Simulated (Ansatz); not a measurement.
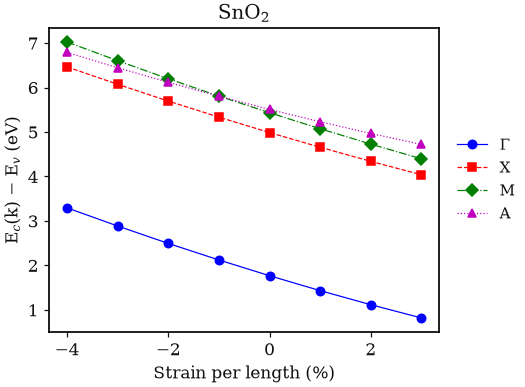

Lowest conduction level at each named k point, counted from the valence-band top at Γ. The names follow the standardised cell of this lattice; in reduced coordinates of the cell that was run, X is (0, 0.5, 0), M is (0.5, 0.5, 0) and A is (0.5, 0.5, 0.5).

System: rutile-type SnO2, space group P4_2/mnm (No. 136), 6 atoms in the cell, relaxed with r2SCAN; unstrained, a = 4.761 Å, c = 3.200 Å (tetragonal axes). All lengths are scaled by the strain listed, and the atoms are relaxed again with r2SCAN. Points keep the names and reduced coordinates of the unstrained primitive cell. Computed with Ansatz 0.2.0: r2SCAN, Ansatz PAW set, no spin polarisation, no spin-orbit coupling, 6×6×8 k mesh, 500 eV cutoff, fixed occupations.

How does each level move from −4 % to +3 %?

Answer. Γ falls by 2.47 eV, X falls by 2.42 eV, M falls by 2.62 eV and A falls by 2.07 eV.

Which of these conduction levels is lowest, and does that change?

Answer. The lowest is the one at Γ, over the whole range, so among these points the gap stays direct.

How fast do the levels move with strain?

Answer. Straight lines through the points have slopes of −354 at Γ, −346 at X, −375 at M and −296 at A (meV for each 1 % of strain). The points bend away from straight lines by up to 0.07 eV, so these are means over the range.

The values:
| strain | Γ (eV) | X (eV) | M (eV) | A (eV) |
| --- | --- | --- | --- | --- |
| −4 % | 3.29 | 6.46 | 7.02 | 6.79 |
| −3 % | 2.89 | 6.07 | 6.60 | 6.45 |
| −2 % | 2.49 | 5.70 | 6.20 | 6.12 |
| −1 % | 2.12 | 5.33 | 5.81 | 5.81 |
| 0 % | 1.77 | 4.99 | 5.43 | 5.51 |
| +1 % | 1.43 | 4.66 | 5.07 | 5.23 |
| +2 % | 1.12 | 4.34 | 4.73 | 4.97 |
| +3 % | 0.82 | 4.04 | 4.40 | 4.72 |

The PAW data sets were made with another functional. LDA, GGA and most meta-GGA functionals understate gaps. The cell was built by a generator and needn't be a form met in nature.
